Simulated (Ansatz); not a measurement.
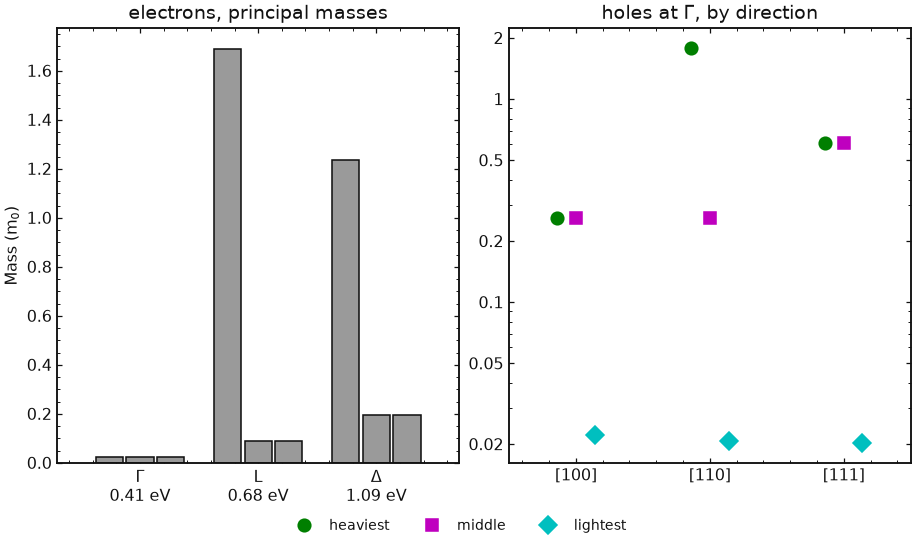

Effective masses at the band extrema of zincblende GaSb, space group F-43m, 2 atoms in the primitive cell, in a cell relaxed beforehand (cubic a = 6.133 Å), in units of the free-electron mass, from finite differences of the levels. Left, the three principal masses of each conduction valley, with its energy above the valence top; right, the masses of the bands that meet at the valence top. Δ is the valley on the line from Γ to X.

Ansatz 0.2.0; r2SCAN, Ansatz PAW set, no spin polarisation, no spin-orbit coupling, 6×6×6 k mesh, 500 eV cutoff, fixed occupations.

> What are the masses of the lowest valley?

It lies at Γ, 0.41 eV above the valence top, and is isotropic with m* = 0.0225.

> How do the hole masses depend on direction?

Along [100] 0.261, 0.261 and 0.0222; along [110] 1.78, 0.261 and 0.0207; along [111] 0.605, 0.605 and 0.0202.

| valley | energy (eV) | valleys | m1 | m2 | m3 |
| --- | --- | --- | --- | --- | --- |
| Γ | 0.41 | 1 | 0.0225 | 0.0225 | 0.0225 |
| L | 0.68 | 4 | 1.69 | 0.0871 | 0.0871 |
| Δ | 1.09 | 6 | 1.24 | 0.195 | 0.195 |

Spin-orbit coupling is left out, which matters for Sb. The PAW data sets were made with another functional. LDA, GGA and most meta-GGA functionals understate gaps. Without spin-orbit coupling the bands that meet at the top aren't the heavy and light holes of experiment. An understated gap makes light masses too light.
